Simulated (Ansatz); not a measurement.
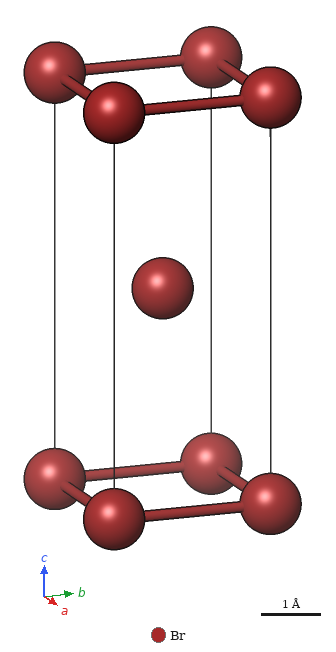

This is a symmetric starting cell of Br. Style: ball-and-stick. Shown: the conventional cell (2 times the calculation's cell), slightly off an axis. Lengths and directions refer to the drawn axes.

Method: Ansatz, DFT PBEsol, scalar-relativistic, plane waves, PAW. Set-up: plane-wave cutoff 420 eV; k-point mesh 20 × 20 × 20; occupations gaussian; smearing width 0.1 eV; no spin polarisation.

Now this is done to it. The cell is strained by −1.0 % along c and +5.0 % across it (volume +9.0 %), the atoms keeping their fractional coordinates. No relaxation follows. The starting cell wasn't computed here and needn't be at equilibrium, so pressure and forces aren't due to the change alone.

Question: What is the effect?

Answer: Near-neighbour distances before and after: Br–Br 2.847 → 2.988 Å. The space group stays I4/mmm (No. 139). The pressure is −4.6 GPa (not all of it need come from the change, since the unchanged cell can be under pressure at this level too). The principal stresses (compression positive) are 0.2 GPa along c and −7.0 GPa across it. All forces vanish by symmetry.

The changed structure in the same view:

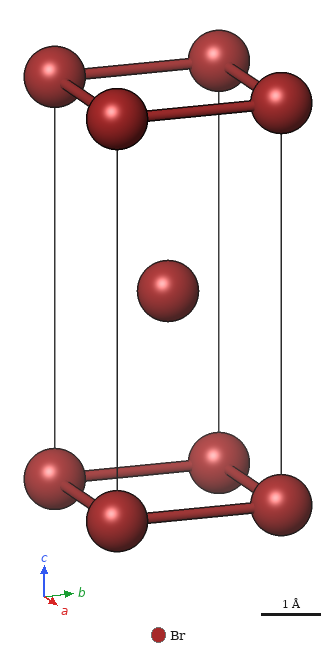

Limits of the set-up: an odd number of electrons was run without spin polarisation, which fails if the electron would localise.
